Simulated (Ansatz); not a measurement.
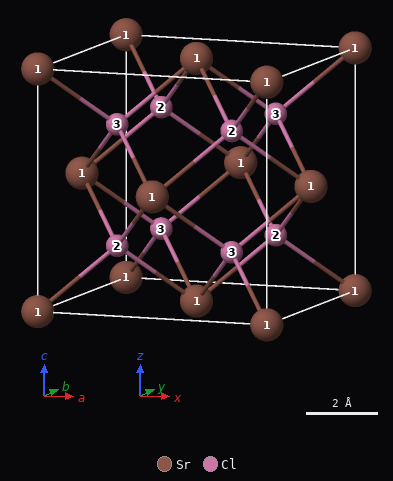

A scan of a crystal of SrCl2 (Fm-3m): the cell is strained equally along x and y and separately along z, with the atoms kept at their fractional coordinates. x, y and z are the Cartesian axes of the input. The picture shows the reference cell. The picture is a ball-and-stick view of the conventional cell (4 times the calculation's cell), seen slightly off an axis. Lengths and directions refer to the drawn axes.

Method: DFT LDA, scalar-relativistic, plane waves, PAW (Ansatz 0.2.0). Settings: plane-wave cutoff 420 eV; k-point mesh 6 × 6 × 6; occupations gaussian; smearing width 0.05 eV; no spin polarisation. Energies (free energies at the smearing named) are counted from the cell as listed in its source, which wasn't relaxed.

Input file:
```yaml
crystal:
  lattice:
    - [0.0, 3.4855, 3.4855]
    - [3.4855, 0.0, 3.4855]
    - [3.4855, 3.4855, 0.0]
  atoms:
    - { symbol: Sr, position: [0.0, 0.0, 0.0] }
    - { symbol: Cl, position: [0.25, 0.25, 0.25] }
    - { symbol: Cl, position: [0.75, 0.75, 0.75] }
basis:
  ecutwfc: 420
kpoints:
  mp_grid: { grid: [6, 6, 6] }
hamiltonian:
  xc: lda
scf:
  occupations: { method: gaussian, width: 0.05 }
output:
  forces: true
  stress: true
  eigenvalues: true
```

Run as
```bash
ansatz run input.yaml --threads 1 --pin off --max-ram 1228MiB --backend cpu --events-out ev --progress --plain --runs-dir out
```

**Predict the energy profile on a grid with rows −0.080, −0.040, 0.000, 0.040, 0.080 and columns −0.080, −0.040, 0.000, 0.040, 0.080 (strain along x and y; strain along z).**

Rows: strain along x and y; columns: strain along z; values in meV/atom.

|  | −0.080 | −0.040 | 0.000 | 0.040 | 0.080 |
| --- | --- | --- | --- | --- | --- |
| −0.080 | 110.3 | 58.8 | 36.7 | 38.9 | 61.4 |
| −0.040 | 19.3 | −10.1 | −13.5 | 4.0 | 38.6 |
| 0.000 | 4.0 | −9.7 | 0.0 | 28.0 | 70.7 |
| 0.040 | 44.5 | 41.4 | 59.7 | 94.4 | 142.1 |
| 0.080 | 125.7 | 129.1 | 152.6 | 191.1 | 241.3 |

In pairs of (strain along x and y; strain along z): the lowest computed point lies at (−0.040, 0.000) (−13.5 meV/atom), the highest at (0.080, 0.080) (241.3 meV/atom). The valley is tilted: raising the in-plane strain is made harder by raising the strain along z (cross term 0.41 of the geometric mean of the two curvatures). Over the ranges scanned the energy rises more along the first axis, the in-plane strain. The pressure runs from −6.7 GPa at (0.080, 0.080) to 11.5 GPa at (−0.080, −0.080).

As a map, interpolated between the computed points (dots):

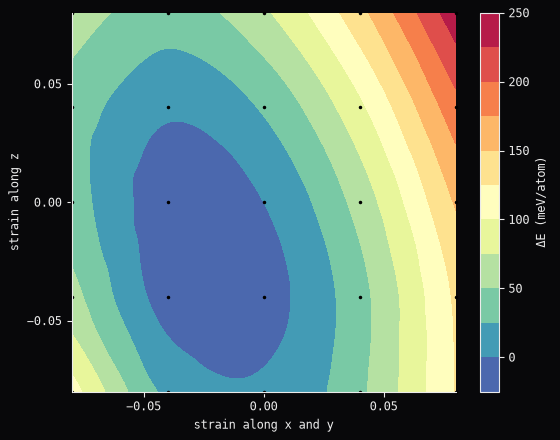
